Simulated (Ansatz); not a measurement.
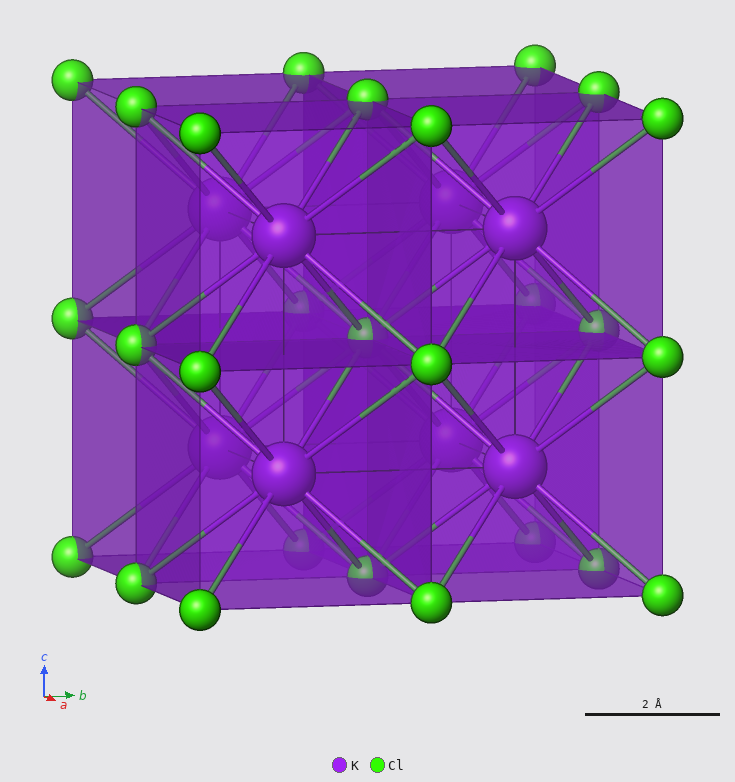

The structure as given in the input (polyhedral view of the cell of the calculation, seen slightly off an axis; polyhedra are completed across the faces of the cell).

## Field-gradient calculation, with input and output: KCl

- system: KCl (Pm-3m, 2 atoms in the cell)
- method: DFT, PBEsol, PAW with Ansatz's default frozen-core files, scalar-relativistic, no spin polarisation (Ansatz 0.2.0)

The structure derives from an entry of the Crystallography Open Database. Its volume is 0.96 times that of the source entry. It belongs to a series of runs on one base structure; here: volume scaled by 0.96, PAW files.

Input:
```yaml
crystal:
  lattice:
    - [3.5848858712, 0.0, 0.0]
    - [0.0, 3.5848858712, 0.0]
    - [0.0, 0.0, 3.5848858712]
  atoms:
    - { symbol: K, position: [0.0, 0.0, 0.0] }
    - { symbol: Cl, position: [0.5, 0.5, 0.5] }
kpoints:
  mp_grid: { grid: [7, 7, 7] }
scf:
  occupations: { method: fermi_dirac, width: 0.02 }
hamiltonian:
  xc: pbesol
  pseudopotentials: { kind: paw }
output:
  forces: true
  stress: true
  eigenvalues: true
  efg: { contact_densities: true }
  write_density: true
  write_potential: true
  elf: true
  volumetric_format: npy
```

Launch command:
```bash
ansatz run input.yaml --threads 1 --pin off --max-ram 3072MiB --backend cpu --events-out ev --progress --plain --runs-dir out
```

What the program printed:
```
Engine: ansatz 0.2.0, aarch64-unknown-linux-gnu
Pseudopotentials: kind: paw
Pseudopotential: K, paw, valence charge 9, recommended cutoff 420 eV (normal), K.paw.azcp
Pseudopotential: Cl, paw, valence charge 7, recommended cutoff 420 eV (normal), Cl.paw.azcp
Functional definition: PBEsol
  exchange = pbesol_x
  correlation = pbesol_c
Crystal: 2 atoms, lattice volume = 46.071 Å³
Basis set: ecut = 420 eV, 895 PW (Γ), exchange–correlation on 48×48×48 points (8 copies of the dense FFT grid, shifted against one another)
Bands: 12, of which v1, the nominal top of the filled ones, is band 8 counted from 1 (7 counted from 0)
Symmetry: 48 space group operations
Space group: Pm-3m (ITA 221), of the structure as read, at distance tolerance 3.6e-5 Å
k-points: 20 of 343
Non-local potential: K, projectors of the file, l = 0: 3, l = 1: 2, l = 2: 2
Non-local potential: Cl, projectors of the file, l = 0: 2, l = 1: 2, l = 2: 2
PAW form: soft (Blöchl's): semilocal exchange-correlation on the pseudo side does not see the compensation charge
PAW frozen core: K, regenerated for the run's functional, and the local potential with it (the file was generated under x = pbe(κ = 0.804, μ = 0.2195149727645171), c = pbe(β = 0.06672455060314922))
PAW frozen core: Cl, regenerated for the run's functional, and the local potential with it (the file was generated under x = pbe(κ = 0.804, μ = 0.2195149727645171), c = pbe(β = 0.06672455060314922))
PAW one-centre angular grid: K, 110 points (default); XC on 64 Gauss nodes
PAW one-centre angular grid: Cl, 110 points (default); XC on 64 Gauss nodes
Initial density: superposition of atomic densities (neutral atoms: chi_scale 0, normalization atom), corrected by the library's trained network
Initial wavefunctions: pseudopotential atomic-orbital guess
Functional: x = pbesol(κ = 0.804, μ = 0.12345679012345678), c = pbesol(β = 0.046)
SCF iter   1: F=—  HF=-2580.574084 eV  |F-HF|=—  |Δ(HF+E_count)|=         —  Δρ=4.34e-3  dr2=1.18e-2  ethr=1.77e-3  ⟨swp⟩=6.0  Hψ=1555  notcnv=0
preconditioner: auto → none  [insulator: Δε(μ)=5.550 eV  Ē_g=15.537 eV  σ=0.020 eV  W_gap=1.00  n_scr=6 (ndim 8)  ℏωp=20.5 eV  f_vac=0.000  D(μ)=0.00/eV (n_scr^D=0)  ε∞_Penn≈2.7]
SCF iter   2: F=—  HF=-2580.569466 eV  |F-HF|=—  |Δ(HF+E_count)|=   4.62e-3  Δρ=1.38e-3  dr2=5.47e-4  ethr=7.34e-5  ⟨swp⟩=2.2  Hψ=568  notcnv=0
SCF iter   3: F=—  HF=-2580.569403 eV  |F-HF|=—  |Δ(HF+E_count)|=   6.35e-5  Δρ=5.04e-4  dr2=5.90e-5  ethr=3.42e-6  ⟨swp⟩=2.0  Hψ=429  notcnv=0
SCF iter   4: F=—  HF=-2580.569396 eV  |F-HF|=—  |Δ(HF+E_count)|=   7.00e-6  Δρ=1.01e-4  dr2=2.22e-6  ethr=3.69e-7  ⟨swp⟩=1.9  Hψ=373  notcnv=0
iter 5 did not close the SCF: its close was put off for the readings that it lacked (scf_convergence_deferred on its scf_iter line)
SCF iter   5: F=-2580.569397 eV  HF=-2580.569397 eV  |F-HF|=1.90e-8  |Δ(HF+E_count)|=   1.06e-6  Δρ=9.47e-6  dr2=2.46e-8  ethr=1.39e-8  ⟨swp⟩=2.6  Hψ=416  notcnv=0
SCF iter   6: F=-2580.569397 eV  HF=-2580.569397 eV  |F-HF|=2.28e-9  |Δ(HF+E_count)|=   2.77e-8  Δρ=2.47e-6  dr2=3.06e-9  ethr=1.54e-10  ⟨swp⟩=5.0  Hψ=1241  notcnv=0
SCF 1 converged in 6 iterations: F = -2580.569397 eV  dr2 = 3.06e-9
  greatest PAW one-centre occupation: 0.987 electrons in one spin orbital (limit 2), on the K atom at site 0 (counted from 0), in its partial waves of l = 0
```

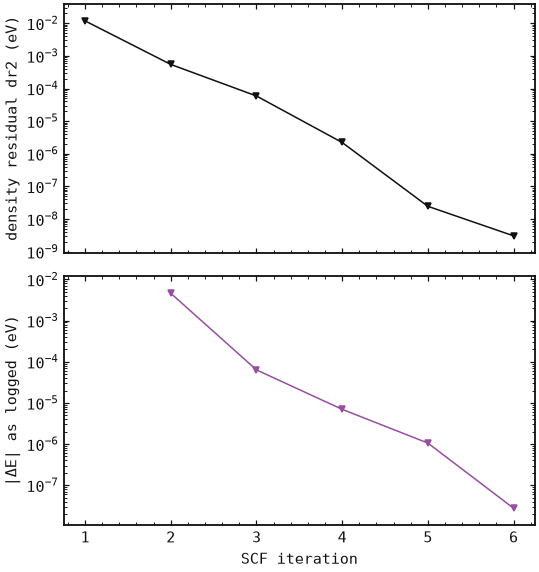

Convergence of the self-consistent field: density residual dr2 and size of the energy change against the SCF iteration. The residual falls at every step.

```
SCF converged after 6 iterations
Free energy (F): -2580.569397 eV
Harris-Foulkes:  -2580.569397 eV  (|F-HF|=2.28e-9)
Internal energy: -2580.569397 eV  (E = F + TS)
E sigma→0 (E₀):  -2580.569397 eV
Fermi energy:    6.692670 eV
--- Per-component energies (eV) ---
  E_band       = -91.718508
  E_kinetic    = 417.368933
  E_local      = -666.831429  (includes V_loc(G=0)·N_el)
  E_nonlocal   = 42.602016
  E_hartree    = 214.544533
  E_xc         = -241.002028
  E_vxc        = -287.148968  (∫ρ·V_xc dr)
  E_paw        = -1403.713654  (= ΣΔE_a)
  E_vpaw       = -26.797165  (= ΣTr[D̂ρ^β])
  E_aug_tail   = 0.000090  (compensation charges beyond the density's cutoff)
  E_ewald      = -943.724174
  E_core_change = 0.186317  (= ΣΔE_core)
  E_smearing   = -0.000000  (= −TS)
  E_closure    = 0.000000  (closes the sum)
  Σ components = -2580.569397   (vs F -2580.569397, Δ=0.00e0)
--- Forces (eV/Å), atoms counted from 1 ---
  atom   1  K     -0.00000000     0.00000000    -0.00000000
  atom   2  Cl     0.00000000    -0.00000000    -0.00000000
  max |Σ_I F_I| component: 3.98e-30 eV/Å
--- Stress (GPa, compression-positive) ---
        3.748432      -0.000000       0.000000
        0.000000       3.748432       0.000000
        0.000000      -0.000000       3.748432
  P = ⅓ Tr σ = 3.7484 GPa (37.484 kbar)
--- PAW observables at the nuclei: V_zz in 10²¹ V/m², potentials from the cell's mean, atoms counted from 1 ---
  atom   1  K  V_zz =    -0.000000   η = 0.0000   by run symmetry: forbidden
            electrostatic potential = -2065.171662 V   contact ρ = 34665.944674 e/Å³
  atom   2  Cl V_zz =    +0.000000   η = 0.0000   by run symmetry: forbidden
            electrostatic potential = -1775.473065 V   contact ρ = 24015.915282 e/Å³
--- Band table (eV; the first three rows and the last of 20) ---
  k-point 0: bands = ["-23.7186", "-9.1142", "-7.1180", "-7.1180", "-7.1180", "3.6485", "3.6485", "3.6485", "9.4808", "10.0166", "10.0166", "14.9088"]
  k-point 1: bands = ["-23.7097", "-9.1606", "-7.1053", "-7.1053", "-7.0870", "3.1218", "3.6325", "3.6325", "10.0078", "10.2154", "10.6335", "14.8405"]
  k-point 2: bands = ["-23.6894", "-9.2709", "-7.0766", "-7.0766", "-7.0001", "2.1785", "3.5946", "3.5946", "10.7862", "11.1105", "12.0377", "14.7995"]
  k-point 19: bands = ["-23.5947", "-8.4773", "-7.4172", "-7.4147", "-7.4147", "2.0517", "2.0517", "2.1336", "12.6118", "12.9790", "12.9790", "14.6263"]
```

File rho_z.tsv:
```
# z_ang	rho[e/angstrom^3]
# format = ansatz-planar-average/11
# lattice	3.584885871	0.000000000	0.000000000
# lattice	0.000000000	3.584885871	0.000000000
# lattice	0.000000000	0.000000000	3.584885871
# sites	2
# site	19	0.000000000	0.000000000	0.000000000
# site	17	1.792442936	1.792442936	1.792442936
0.000000	5.587009e-1
0.149370	5.378507e-1
0.298740	4.751573e-1
0.448111	3.811271e-1
0.597481	2.852868e-1
0.746851	2.197283e-1
0.896221	2.002140e-1
1.045592	2.250973e-1
1.194962	2.803447e-1
1.344332	3.387118e-1
1.493702	3.733491e-1
1.643073	3.812329e-1
1.792443	3.800916e-1
1.941813	3.812329e-1
2.091183	3.733491e-1
2.240554	3.387118e-1
2.389924	2.803447e-1
2.539294	2.250973e-1
2.688664	2.002140e-1
2.838035	2.197283e-1
2.987405	2.852868e-1
3.136775	3.811271e-1
3.286145	4.751573e-1
3.435516	5.378507e-1
```

File v_z.tsv:
```
# z_ang	v_es[eV]	v_tot[eV]
# format = ansatz-planar-average/11
# xc	pbesol
# density_cutoff_ev	1680
# datasets	K=:simpson_from_first_knot:soft:shift=-322793	Cl=:simpson_from_first_knot:soft:shift=-342430
# lattice	3.584885871	0.000000000	0.000000000
# lattice	0.000000000	3.584885871	0.000000000
# lattice	0.000000000	0.000000000	3.584885871
# sites	2
# site	19	0.000000000	0.000000000	0.000000000
# site	17	1.792442936	1.792442936	1.792442936
0.000000	-9.194849e-2	-9.872163e0
0.149370	2.144734e-1	-9.362451e0
0.298740	1.109958e0	-8.230869e0
0.448111	2.479952e0	-6.666637e0
0.597481	4.082702e0	-4.828404e0
0.746851	5.501225e0	-3.247591e0
0.896221	6.290677e0	-2.406509e0
1.045592	6.070463e0	-2.767529e0
1.194962	4.960881e0	-4.146218e0
1.344332	3.551118e0	-5.919563e0
1.493702	2.307037e0	-7.500289e0
1.643073	1.480606e0	-8.626219e0
1.792443	1.187359e0	-9.080993e0
1.941813	1.480606e0	-8.626219e0
2.091183	2.307037e0	-7.500289e0
2.240554	3.551118e0	-5.919563e0
2.389924	4.960881e0	-4.146218e0
2.539294	6.070463e0	-2.767529e0
2.688664	6.290677e0	-2.406509e0
2.838035	5.501225e0	-3.247591e0
2.987405	4.082702e0	-4.828404e0
3.136775	2.479952e0	-6.666637e0
3.286145	1.109958e0	-8.230869e0
3.435516	2.144734e-1	-9.362451e0
```

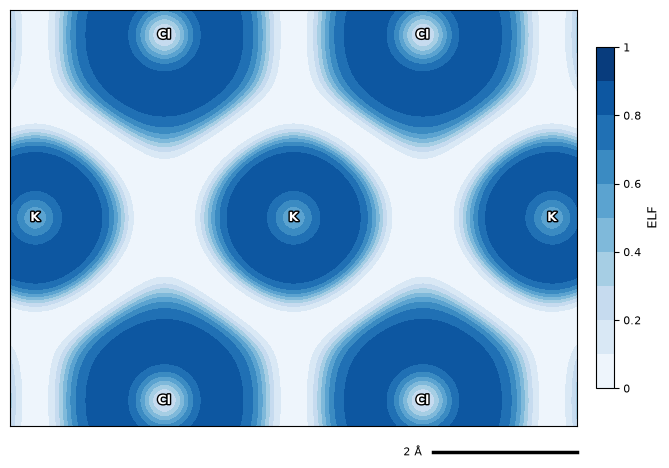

ELF on the (011) plane of the conventional cell. Atoms in the plane: K and Cl. The strong features right at K lie inside the PAW spheres (semicore, d or f shells) and say nothing about bonding. The fields are those of the smooth PAW valence density.

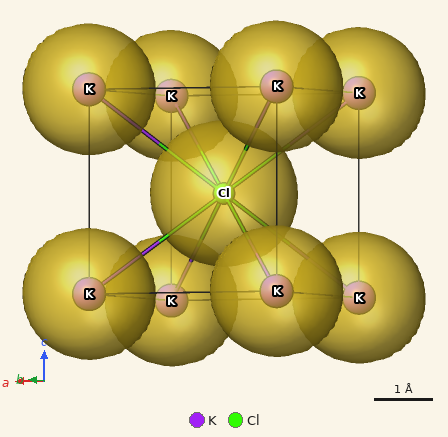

Isosurface of the valence pseudo-density at 0.2 e/Å³ (yellow), seen at an oblique angle. Sticks mark near contacts. The outline is the cell set on symmetry axes. At this value the density breaks into separate islands; it holds about 85 % of the electrons treated as valence (semicore included). It is pinched off along the K–Cl (3.10 Å) contacts. On the grid the lowest density along these lines, outside the cores, is 0.09 e/Å³ (K–Cl, 3.10 Å).

Results in brief:

| quantity | value |
| --- | --- |
| outcome | converged |
| space group (tolerance 0.01 Å) | Pm-3m (221) |
| electrons treated | 16 |
| free energy | −2580.5694 eV |
| Fermi energy | 6.693 eV |
| gap on the k-point mesh | 5.63 eV |
| pressure | 3.75 GPa |
| field gradient V_zz (10²¹ V/m²) | zero at all sites |
| largest force (length of the vector) | under 0.001 eV/Å |
| hardware | 1 thread of Arm Neoverse V2, 24 GiB of memory available, shared host |
| wall time | 1.7 s |
| peak memory | 0.3 GiB |
